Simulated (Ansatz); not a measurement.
# Single-point calculation, with input and output: SiS$_{2}$

The run: single-point calculation of SiS$_{2}$ (Ibam, 6 atoms in the cell). Method and program: DFT, PBE, plane waves, PAW, no spin polarisation (Ansatz 0.2.0).

The structure derives from an entry of the Crystallography Open Database. The geometry comes from this level: r2scan-rvv10 (a point of a series of volumes). It belongs to a series of runs on one base structure; here: volume +4%. Figures and captions count atoms from 1; the log counts them from 0 in places.

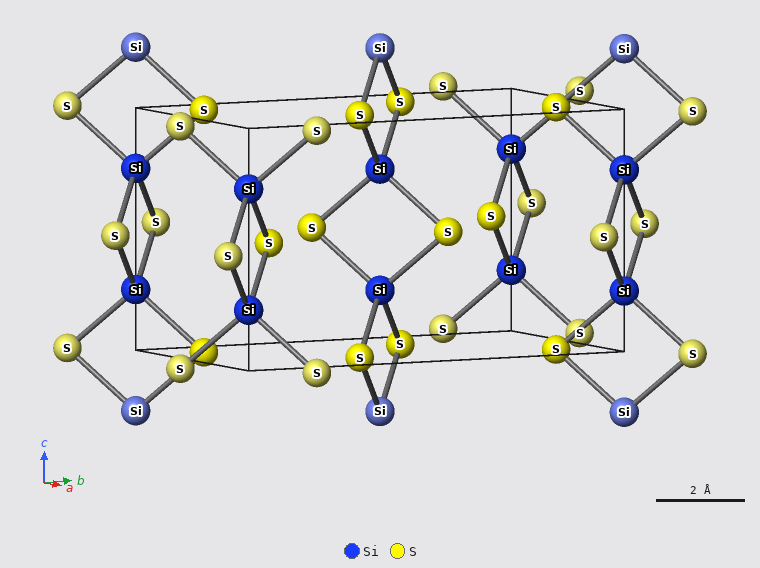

The input geometry (ball-and-stick view of the cell 2 times as large as that of the calculation, set on its symmetry axes, seen at an oblique angle; neighbours outside the cell are drawn fainter). Near neighbours in the crystal (not all of them lie inside the picture): Si has 4 S at 2.16 Å; S has 2 Si at 2.16 Å.

**Summary**

- outcome: converged
- space group (tolerance 0.01 Å): Ibam (72)
- electrons treated: 32
- free energy: −4883.5317 eV
- Fermi energy: 4.053 eV
- gap on the k-point mesh: 2.68 eV
- pressure: −0.27 GPa
- largest force (length of the vector): 0.377 eV/Å
- hardware: 2 threads of Intel Xeon (Sapphire Rapids), 192 GiB of memory available, shared host
- wall time: 1.8 s (CPU time 2.7 s)
- peak memory: 0.4 GiB

The program warns: the cutoff is below the recommended one.

**The input**
```yaml
crystal:
  lattice:
    - [-2.7794924621, 4.8814705868, 2.7979927375]
    - [2.7794924621, -4.8814705868, 2.7979927375]
    - [2.7794924621, 4.8814705868, -2.7979927375]
  atoms:
    - { symbol: Si, position: [0.75, 0.75, 0.0] }
    - { symbol: Si, position: [0.25, 0.25, 0.0] }
    - { symbol: S, position: [0.1177775532, 0.2122162803, 0.3299938336] }
    - { symbol: S, position: [0.8822224468, 0.7877837197, 0.6700061664] }
    - { symbol: S, position: [0.6177775532, 0.2877837197, 0.9055612729] }
    - { symbol: S, position: [0.3822224468, 0.7122162803, 0.0944387271] }
kpoints:
  mp_grid: { grid: [4, 4, 4] }
hamiltonian:
  xc: pbe
scf:
  occupations: { method: fermi_dirac, width: 0.02 }
  n_extra_bands: 5
output:
  forces: true
  stress: true
  eigenvalues: true
basis:
  ecutwfc: 260
```

Launch command:
```bash
ansatz run input.yaml --threads 2 --pin off --max-ram 3686MiB --backend cpu --events-out ev --progress --plain --runs-dir out
```

**Output**
```
Warning: basis.ecutwfc = 260 eV is below the records' recommended 420 eV, and the density's cutoff is lower with it unless basis.ecutrho_ratio is high enough to keep the records' density cutoff: compare with a run at a higher cutoff
scf.n_extra_bands = 5 over 16 filled bands (N_el = 32.0): the run solves 21 bands
Engine: ansatz 0.2.0, x86_64-unknown-linux-gnu
Pseudopotentials: kind: paw
Pseudopotential: Si, paw, valence charge 4, recommended cutoff 420 eV (normal), Si.paw.azcp
Pseudopotential: S, paw, valence charge 6, recommended cutoff 420 eV (normal), S.paw.azcp
Functional definition: PBE
  parameter kappa = 0.804
  parameter beta = 0.06672455060314922
  exchange = pbe_x(kappa = kappa, mu = beta*pi^2/3)
  correlation = pbe_c(beta = beta)
Crystal: 6 atoms, lattice volume = 151.853 Å³
Basis set: ecut = 260 eV, 1477 PW (Γ), exchange–correlation on 72×72×72 points (8 copies of the dense FFT grid, shifted against one another)
Bands: 21, of which v1, the nominal top of the filled ones, is band 16 counted from 1 (15 counted from 0)
Symmetry: 8 space group operations
Space group: Ibam (ITA 72), of the structure as read, at distance tolerance 5.3e-5 Å
k-points: 18 of 64
Non-local potential: Si, projectors of the file, l = 0: 2, l = 1: 2, l = 2: 2
Non-local potential: S, projectors of the file, l = 0: 2, l = 1: 2, l = 2: 2
PAW form: soft (Blöchl's): semilocal exchange-correlation on the pseudo side does not see the compensation charge
PAW one-centre angular grid: Si, 110 points (default); XC on 64 Gauss nodes
PAW one-centre angular grid: S, 110 points (default); XC on 64 Gauss nodes
Initial density: superposition of atomic densities (neutral atoms: chi_scale 0, normalization atom), corrected by the library's trained network
Initial wavefunctions: pseudopotential atomic-orbital guess
Functional: x = pbe(κ = 0.804, μ = 0.2195149727645171), c = pbe(β = 0.06672455060314922)
SCF iter   1: F=—  HF=-4883.530256 eV  |F-HF|=—  |Δ(HF+E_count)|=         —  Δρ=2.23e-3  dr2=1.87e-3  ethr=1.77e-3  ⟨swp⟩=7.2  Hψ=2205  notcnv=0
preconditioner: auto → Resta (q_TF=auto, 2.105 Å⁻¹)  ε∞=4.0  [insulator: Δε(μ)=2.673 eV  Ē_g=9.807 eV  σ=0.020 eV  W_gap=1.00  n_scr=22 (ndim 8)  ℏωp=17.0 eV  f_vac=0.014  D(μ)=0.00/eV (n_scr^D=0)  ε∞_Penn≈4.0]
SCF iter   2: F=—  HF=-4883.530015 eV  |F-HF|=—  |Δ(HF+E_count)|=   2.41e-4  Δρ=1.20e-3  dr2=5.86e-4  ethr=5.85e-6  ⟨swp⟩=2.0  Hψ=881  notcnv=0  defer=18
SCF iter   3: F=—  HF=-4883.531286 eV  |F-HF|=—  |Δ(HF+E_count)|=   1.27e-3  Δρ=4.57e-4  dr2=8.50e-5  ethr=1.83e-6  ⟨swp⟩=2.0  Hψ=563  notcnv=0  defer=18
SCF iter   4: F=—  HF=-4883.531681 eV  |F-HF|=—  |Δ(HF+E_count)|=   3.95e-4  Δρ=6.64e-5  dr2=1.09e-5  ethr=2.66e-7  ⟨swp⟩=2.0  Hψ=648  notcnv=0  defer=18
SCF iter   5: F=—  HF=-4883.531687 eV  |F-HF|=—  |Δ(HF+E_count)|=   6.20e-6  Δρ=2.51e-5  dr2=1.92e-6  ethr=3.40e-8  ⟨swp⟩=2.2  Hψ=565  notcnv=0  defer=18
SCF iter   6: F=-4883.531688 eV  HF=-4883.531688 eV  |F-HF|=2.57e-8  |Δ(HF+E_count)|=   5.82e-7  Δρ=2.80e-6  dr2=1.95e-8  ethr=3.13e-10  ⟨swp⟩=8.2  Hψ=1945  notcnv=0
SCF 1 converged in 6 iterations: F = -4883.531688 eV  dr2 = 1.95e-8
  greatest PAW one-centre occupation: 0.875 electrons in one spin orbital (limit 2), on the S atom at site 5 (counted from 0), in its partial waves of l = 0
```

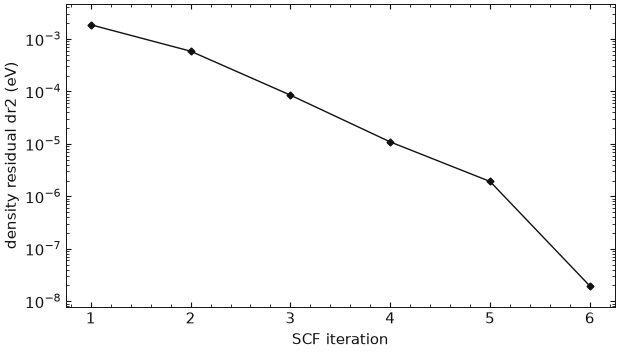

Convergence of the self-consistent field: density residual dr2 against the SCF iteration. The residual falls at every step.

```
SCF converged after 6 iterations
Free energy (F): -4883.531688 eV
Harris-Foulkes:  -4883.531688 eV  (|F-HF|=2.57e-8)
Internal energy: -4883.531688 eV  (E = F + TS)
E sigma→0 (E₀):  -4883.531688 eV
Fermi energy:    4.053458 eV
--- Per-component energies (eV) ---
  E_band       = -87.523716
  E_kinetic    = 509.757146
  E_local      = -847.663981  (includes V_loc(G=0)·N_el)
  E_nonlocal   = 164.149277
  E_hartree    = 277.088361
  E_xc         = -498.732138
  E_vxc        = -442.979645  (∫ρ·V_xc dr)
  E_paw        = -3426.793316  (= ΣΔE_a)
  E_vpaw       = -24.965812  (= ΣTr[D̂ρ^β])
  E_aug_tail   = 0.000121  (compensation charges beyond the density's cutoff)
  E_ewald      = -1061.337157
  E_smearing   = -0.000000  (= −TS)
  E_closure    = 0.000000  (closes the sum)
  Σ components = -4883.531688   (vs F -4883.531688, Δ=0.00e0)
--- Forces (eV/Å), atoms counted from 1 ---
  atom   1  Si     0.00000000     0.00000000     0.00000000
  atom   2  Si     0.00000000     0.00000000     0.00000000
  atom   3  S     -0.27343072    -0.25947807     0.00000000
  atom   4  S      0.27343072     0.25947807     0.00000000
  atom   5  S      0.27343072    -0.25947807     0.00000000
  atom   6  S     -0.27343072     0.25947807     0.00000000
  max |Σ_I F_I| component: 5.55e-17 eV/Å
--- Stress (GPa, compression-positive) ---
       -0.073820       0.000000       0.000000
        0.000000       0.035973       0.000000
        0.000000       0.000000      -0.783287
  P = ⅓ Tr σ = -0.2737 GPa (-2.737 kbar)
--- Band table (eV; the first three rows and the last of 18) ---
  k-point 0: bands = ["-11.7329", "-9.7028", "-9.1876", "-9.0608", "-4.7718", "-3.2463", "-1.9685", "-1.1629", "-0.9697", "-0.0703", "-0.0674", "0.7850", "1.0851", "1.9403", "1.9966", "2.1737", "6.2151", "6.4518", "6.4709", "8.0676", "8.6273"]
  k-point 1: bands = ["-11.6678", "-9.7057", "-9.2664", "-9.1248", "-4.7791", "-3.0655", "-2.0065", "-1.1041", "-0.9449", "-0.1607", "0.1196", "0.9673", "1.1177", "1.2044", "1.8868", "2.4746", "6.5522", "6.7527", "7.0630", "7.6445", "8.1716"]
  k-point 2: bands = ["-11.5984", "-9.7076", "-9.3752", "-9.1723", "-4.7862", "-2.8754", "-1.9823", "-1.1698", "-0.7634", "-0.2665", "0.3556", "0.6180", "0.8151", "1.4882", "1.6772", "2.6710", "6.5066", "7.3034", "7.4680", "7.5502", "7.9087"]
  k-point 17: bands = ["-11.5797", "-9.7386", "-9.3928", "-9.2055", "-4.9041", "-2.8059", "-1.6346", "-0.7786", "-0.6773", "0.4459", "0.4497", "0.6260", "0.7540", "0.7930", "1.3720", "2.4294", "5.3830", "6.5563", "6.9021", "7.5708", "7.6612"]
```

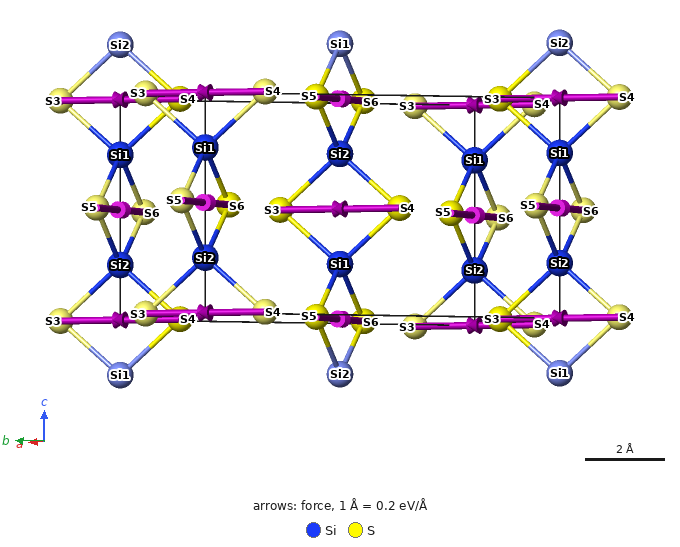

Forces on the atoms as pink arrows (ball-and-stick view of the cell 2 times as large as that of the calculation, set on its symmetry axes, seen at an oblique angle; neighbours outside the cell are drawn fainter; atoms are numbered from 1 in the order of the input). The largest act on all 4 S atoms (0.38 eV/Å). The geometry is not a stationary point of this energy.

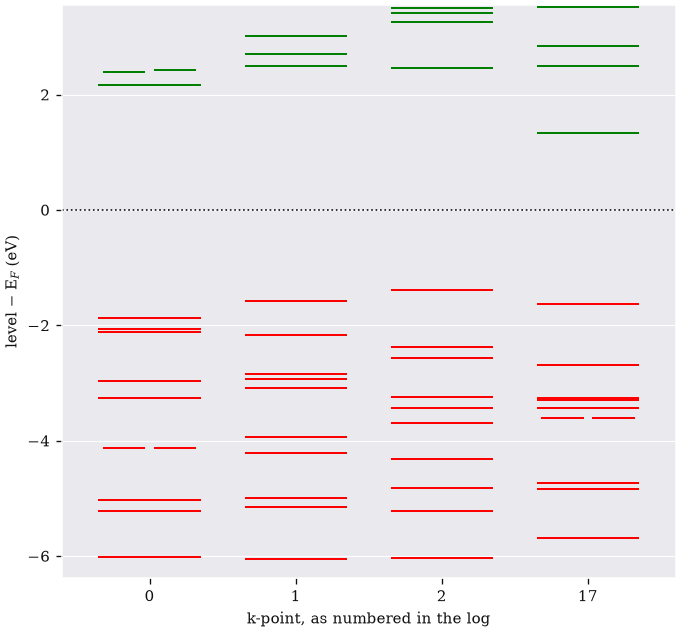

Kohn–Sham levels near the Fermi level (dotted) at the few k-points that the log prints; levels within 0.02 eV of each other stand side by side. Among these points the highest filled and lowest empty levels are 2.71 eV apart; the gap on the full mesh, 2.68 eV, has an edge at a point that isn't printed.
